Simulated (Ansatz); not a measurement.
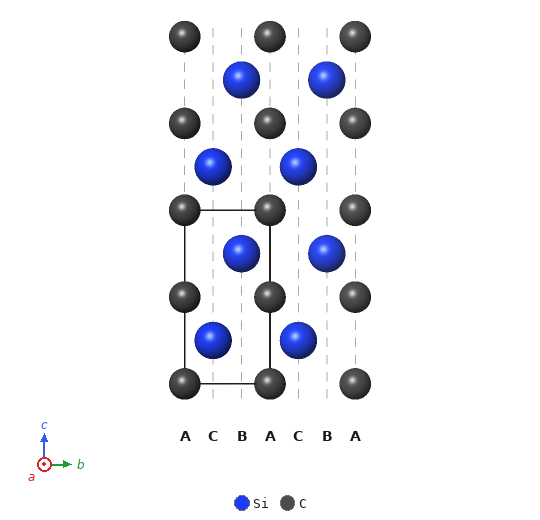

The picture looks along a close-packed row of the hexagonal mesh; c points upwards. The dashed lines mark the three columns A (0, 0), B (1/3, 2/3) and C (2/3, 1/3). The sequence starts with the first layer at or above the cell's origin.

System SiC (space group P6_3/mmc, No. 194); source of the atomic positions: coordinates from a relaxation with Ansatz 0.2.0, DFT PBE, scalar-relativistic, plane waves, PAW; the starting structure was generated, so it need not be a known form of this composition.

Give the sequence of layers in one repeat, with element and column.

Answer. C(A) – Si(C) – C(A) – Si(B) (four layers in 5.07 Å).

Heights of the layers:

```
layer  atoms (column)  height (Å)  to next (Å)
    1            C(A)        0.00         1.27
    2           Si(C)        1.27         1.27
    3            C(A)        2.54         1.27
    4           Si(B)        3.81         1.27
```
